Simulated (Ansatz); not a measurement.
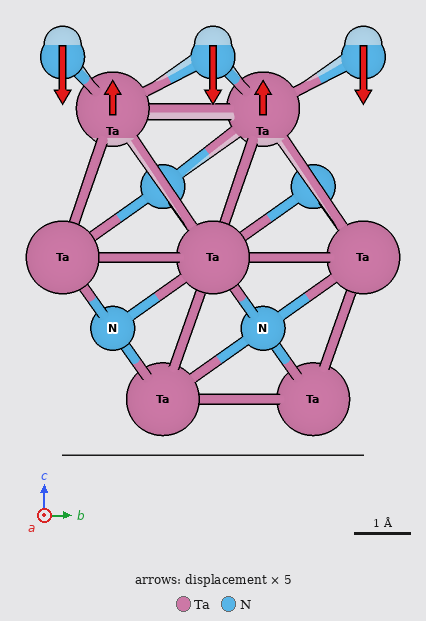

This is a constrained relaxation of a slab of composition TaN (cut from the Fm-3m phase). The starting structure is drawn faded, the final one solid; red arrows show the displacements, 5 times their true length.

The picture is a ball-and-stick view of the cell of the calculation, outlined in the plane, without the vacuum (origin shifted), seen along the a axis.

Case: clean slab, lower planes held. The slab is the (1 1 1) face of TaN. 12 atoms are held fixed.

Theory: DFT PBE+D3(BJ), scalar-relativistic, plane waves, PAW (Ansatz).

Input file:
```yaml
crystal:
  lattice:
    - [6.2014901218, 0.0, 0.0]
    - [-3.1007450609, 5.3706479868, 0.0]
    - [0.0, 0.0, 22.3293693514]
  atoms:
    - { symbol: Ta, position: [0.1666666667, 0.3333333333, 0.3582725456] }
    - { symbol: Ta, position: [0.1666666667, 0.8333333333, 0.3582725456] }
    - { symbol: Ta, position: [0.6666666667, 0.3333333333, 0.3582725456] }
    - { symbol: Ta, position: [0.6666666667, 0.8333333333, 0.3582725456] }
    - { symbol: "N", position: [0.3333333333, 0.1666666667, 0.4149635274] }
    - { symbol: "N", position: [0.3333333333, 0.6666666667, 0.4149635274] }
    - { symbol: "N", position: [0.8333333333, 0.1666666667, 0.4149635274] }
    - { symbol: "N", position: [0.8333333333, 0.6666666667, 0.4149635274] }
    - { symbol: Ta, position: [0.5, 0.5, 0.4716545091] }
    - { symbol: Ta, position: [0.5, 0.0, 0.4716545091] }
    - { symbol: Ta, position: [0.0, 0.5, 0.4716545091] }
    - { symbol: Ta, position: [0.0, 0.0, 0.4716545091] }
    - { symbol: "N", position: [0.6666666667, 0.3333333333, 0.5283454909] }
    - { symbol: "N", position: [0.6666666667, 0.8333333333, 0.5283454909] }
    - { symbol: "N", position: [0.1666666667, 0.3333333333, 0.5283454909] }
    - { symbol: "N", position: [0.1666666667, 0.8333333333, 0.5283454909] }
    - { symbol: Ta, position: [0.8333333333, 0.6666666667, 0.5850364726] }
    - { symbol: Ta, position: [0.8333333333, 0.1666666667, 0.5850364726] }
    - { symbol: Ta, position: [0.3333333333, 0.6666666667, 0.5850364726] }
    - { symbol: Ta, position: [0.3333333333, 0.1666666667, 0.5850364726] }
    - { symbol: "N", position: [0.0, 0.5, 0.6417274544] }
    - { symbol: "N", position: [0.0, 0.0, 0.6417274544] }
    - { symbol: "N", position: [0.5, 0.5, 0.6417274544] }
    - { symbol: "N", position: [0.5, 0.0, 0.6417274544] }
basis:
  ecutwfc: 420
kpoints:
  mp_grid: { grid: [4, 4, 1] }
hamiltonian:
  xc: pbe
  dispersion: d3bj
scf:
  occupations: { method: gaussian, width: 0.1 }
output:
  forces: true
  eigenvalues: true
  write_density: true
  write_potential: true
  elf: true
  volumetric_format: npy
relax:
  adjacent_minimum: "off"
  f_tol: 0.03
  max_steps: 70
  constraints: [{ sites: [0, 1, 2, 3, 4, 5, 6, 7, 8, 9, 10, 11] }]
efield:
  axis: 3
  dipole_correction: true
  ramp_width: 0.04
```

Launched with:
```bash
ansatz run input.yaml --threads 4 --pin off --max-ram 10240MiB --backend cpu --events-out ev --progress --plain --runs-dir out
```

Which element moves most?

Answer. Nitrogen: up to 0.22 Å, against 0.13 Å for tantalum.

What happened in the run?

Answer. The largest moves, 0.22 Å, are those of N21, N22, N23 and N24. N21 goes along the normal (−c). Largest moves by element: N 0.22 Å, Ta 0.13 Å. The lattice vectors keep their values. Near-neighbour distances that change, for instance: Ta17–N21 2.193 → 2.012 Å, Ta10–Ta18 3.101 → 3.208 Å, N13–Ta17 2.193 → 2.271 Å. Bond angles that change, for instance: Ta17–N23–Ta19 90.0° → 100.8°, Ta17–N16–Ta19 90.0° → 86.1°, Ta10–N16–Ta17 180.0° → 177.3°. Over 4 geometry steps the energy falls by 3.656 eV per cell of the calculation. The largest force component goes from 5.5 to 0.003 eV/Å.
